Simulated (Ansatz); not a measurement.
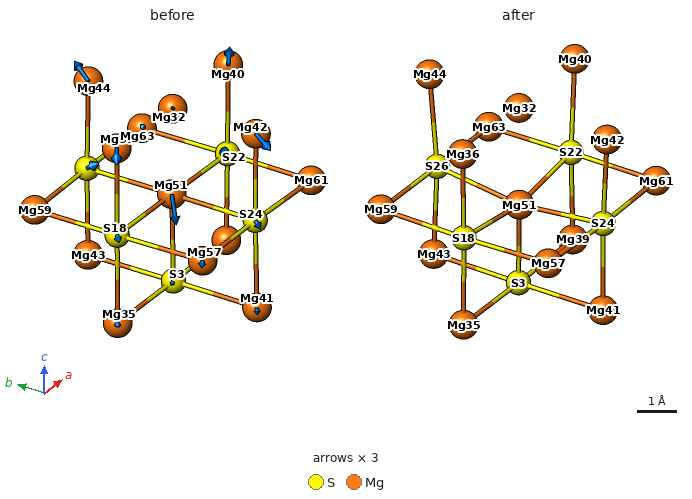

The structure of a defect cell of composition S₃₁Mg₃₃ (cell charge +1) before (left) and after (right) a relaxation, at one scale. The blue arrows give the displacements, 3 times their true length.

The picture is a ball-and-stick view of the atoms within 4.2 Å of the atom that moves most (axes of the cell of the calculation (origin shifted)), seen from a free direction.

Method: DFT, PBEsol, PAW, plane waves in Ansatz. (plane-wave cutoff 420 eV; k-point mesh 1 × 1 × 1; mesh shifted by (0.25, 0.25, 0.25); collinear spin; atoms relaxed in a fixed cell; force threshold 0.03 eV/Å; at most 80 steps)

Q: Describe what moved and what it gained.

A: Mg51 moves most: 0.28 Å along [−1 −1 −3]. By element the largest moves are Mg 0.28 Å, S 0.15 Å. The cell doesn't change. Some distances before and after: Mg32–Mg51 2.519 → 2.779 Å, Mg32–Mg42 2.577 → 2.799 Å, S3–Mg51 2.591 → 2.386 Å, Mg32–Mg36 2.635 → 2.811 Å. Bond angles that change, for instance: S24–Mg51–S26 179.5° → 168.7°, S18–Mg51–S22 178.9° → 168.6°, S3–Mg51–S24 89.5° → 96.1°. The energy falls by 1.553 eV per cell of the calculation in 3 geometry steps. Largest force component: 2.2 eV/Å at the start, 0.024 eV/Å at the end.

Limits of the set-up: the cell is charged, on a uniform background, and energies carry no finite-size correction.
